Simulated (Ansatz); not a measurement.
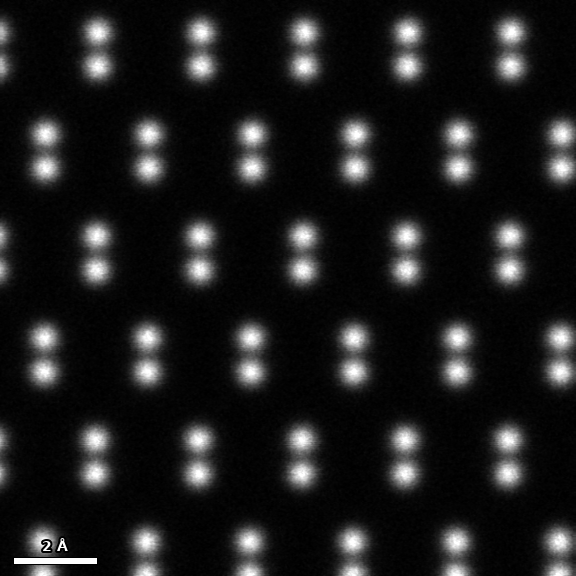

HAADF-like image of Nb (P6_3/mmc, No. 194). Simulation: incoherent imaging, intensity Z^1.7 per atom, probe width 0.50 Å, thin sample. The probe carries 15 % of its weight in a tail 2.5 times as wide. Shot noise and a slight drift were added. Structure: the geometry relaxed at fixed volume with DFT r2SCAN, scalar-relativistic, plane waves, PAW in Ansatz 0.2.0; the starting structure was generated, so it need not be a known form of this composition.

```cif
data_structure
_symmetry_space_group_name_H-M 'P6_3/mmc'
_symmetry_Int_Tables_number 194
_cell_length_a 2.8586
_cell_length_b 2.8586
_cell_length_c 5.2427
_cell_angle_alpha 90.000
_cell_angle_beta 90.000
_cell_angle_gamma 120.000
_cell_volume 37.10
loop_
_atom_site_label
_atom_site_type_symbol
_atom_site_symmetry_multiplicity
_atom_site_Wyckoff_symbol
_atom_site_fract_x
_atom_site_fract_y
_atom_site_fract_z
_atom_site_occupancy
Nb1 Nb 2 d 0.33333 0.66667 0.75000 1
```

**Along which zone axis is the crystal seen: [310], [101], [211] or [210]? (Directions equivalent by symmetry count as one.)**

[101]. The projected cells are 0.94 × 5.24 Å, 90° for [310]; 2.51 × 2.78 Å, 117° for [101]; 2.30 × 2.30 Å, 103° for [211]; 1.43 × 2.62 Å, 90° for [210], and the image repeats as the [101] one does.
